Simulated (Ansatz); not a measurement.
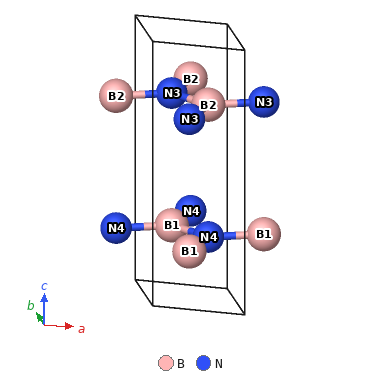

The system is BN (P6_3/mmc, No. 194; 4 atoms in the cell); the picture shows the reference structure. 
- The energy is mapped over volume and the cell's shape.
- First axis: volume per atom. Second axis: c/a of the conventional cell.
- Nothing is relaxed (symmetry fixes all fractional coordinates).
- The grid has 11 × 11 points.
- Points are written as (first, second).
- All energies are given in meV/atom relative to the lowest grid point.
- Computed with Ansatz 0.2.0, DFT PBEsol, scalar-relativistic, plane waves, PAW. Settings: cutoff 520 eV, k-mesh 12×12×4 in the order of the run's cell vectors, gaussian smearing 0.05 eV, no spin polarisation.

Its coordinates:

```yaml
crystal:
  lattice:
    - [2.50378, 0.00000, 0.00000]
    - [-1.25189, 2.16833, 0.00000]
    - [0.00000, 0.00000, 7.03410]
  atoms:
    - { symbol: B, position: [0.33333, 0.66667, 0.25000] }
    - { symbol: B, position: [0.66667, 0.33333, 0.75000] }
    - { symbol: N, position: [0.33333, 0.66667, 0.75000] }
    - { symbol: N, position: [0.66667, 0.33333, 0.25000] }
```

Range: volume per atom from 8.401 to 10.693 Å³; c/a of the conventional cell from 2.490 to 3.169.

> What will the energy surface look like?

The lowest grid point is at (9.547 Å³, 2.809). The highest grid point, (8.401 Å³, 3.169), lies 475 meV/atom above the lowest. The gap on the k-mesh is 4.3 eV at the lowest point and runs from 3.8 to 4.5 eV over the map.

| c/a of the conventional cell ↓, volume per atom → | 8.401 | 8.631 | 8.860 | 9.089 | 9.318 | 9.547 | 9.776 | 10.005 | 10.234 | 10.464 | 10.693 |
| --- | --- | --- | --- | --- | --- | --- | --- | --- | --- | --- | --- |
| 3.169 | 475 | 373 | 286 | 214 | 154 | 106 | 68 | 39 | 20 | 7 | 2 |
| 3.094 | 383 | 292 | 217 | 155 | 106 | 67 | 38 | 18 | 6 | 2 | 4 |
| 3.020 | 301 | 222 | 158 | 107 | 67 | 37 | 17 | 5 | 1 | 4 | 13 |
| 2.948 | 230 | 163 | 109 | 68 | 37 | 16 | 4 | 0 | 4 | 13 | 29 |
| 2.878 | 170 | 113 | 70 | 38 | 16 | 4 | 0 | 4 | 14 | 30 | 52 |
| 2.809 | 119 | 73 | 40 | 17 | 4 | 0 | 4 | 15 | 32 | 55 | 83 |
| 2.743 | 79 | 43 | 19 | 5 | 0 | 4 | 15 | 33 | 57 | 86 | 119 |
| 2.677 | 48 | 21 | 6 | 1 | 4 | 16 | 34 | 58 | 88 | 123 | 162 |
| 2.613 | 26 | 9 | 2 | 5 | 16 | 35 | 60 | 90 | 126 | 167 | 211 |
| 2.551 | 13 | 5 | 7 | 17 | 36 | 61 | 92 | 129 | 171 | 217 | 266 |
| 2.490 | 9 | 9 | 19 | 37 | 62 | 94 | 132 | 174 | 221 | 272 | 327 |

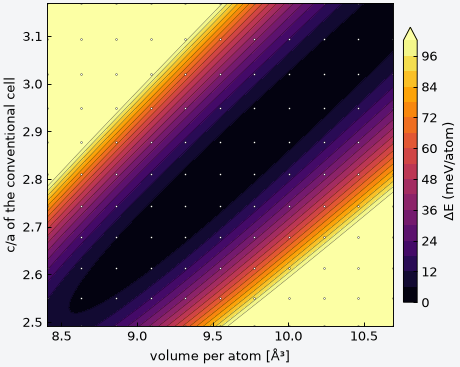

The picture shows filled contours, dots at the grid points, one colour for all values above the top of the scale. Between grid points the surface is interpolated.

The whole map (121 points run) took 110 s on 1 thread of AMD EPYC 9R45 96-Core Processor (Zen 5), on a shared host.

PAW datasets: the set soft_1.
